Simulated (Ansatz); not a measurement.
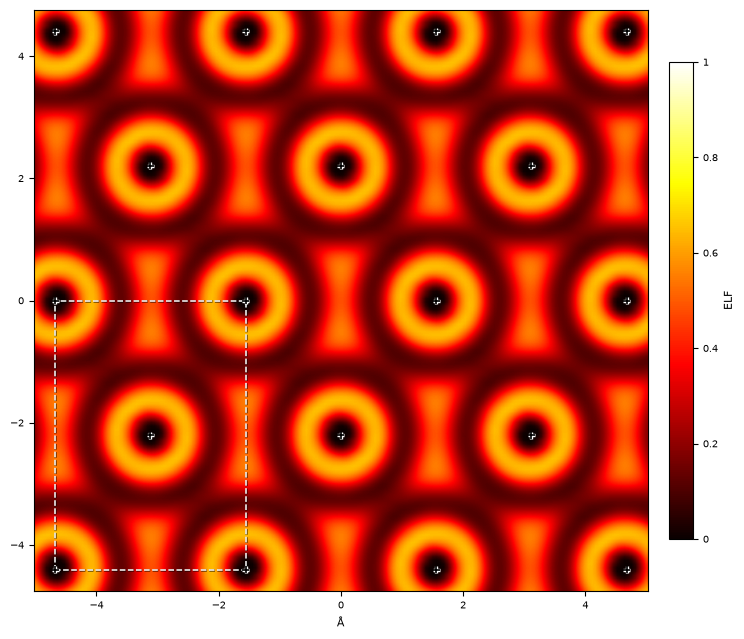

The ELF on a plane through atoms (crosses mark nuclei in the plane).

Method: DFT r2SCAN, scalar-relativistic, plane waves, PAW (Ansatz).

Candidates:
A. SnO$_{2}$, a = 4.73 Å, b = 5.74 Å, c = 5.24 Å, α = 90.00°, β = 90.00°, γ = 90.00°. Space group Pbcn; a structure from a database of computed crystals, not necessarily the ambient phase.
B. Ti, a = 3.12 Å, b = 3.12 Å, c = 3.12 Å, α = 90.00°, β = 90.00°, γ = 90.00°. Space group Im-3m; changed on purpose from its base cell (strain -0.050 along x and y, -0.050 along z, atoms carried along); computed pressure about 17 GPa in this cell; computed without spin polarisation.
C. WS, a = 3.12 Å, b = 3.12 Å, c = 6.69 Å, α = 90.00°, β = 90.00°, γ = 120.00°. Space group P6₃/mmc; started from the nickel arsenide prototype, which need not be the ambient phase; computed pressure about 5 GPa in this cell.

Which system is this?

Answer. Candidate B: Ti on the (011̄) plane of the conventional cell, which holds Ti. Ti–Ti (2.70 Å): the ELF is about 0.15 at the midpoint (no shared electron pair shows on this line).
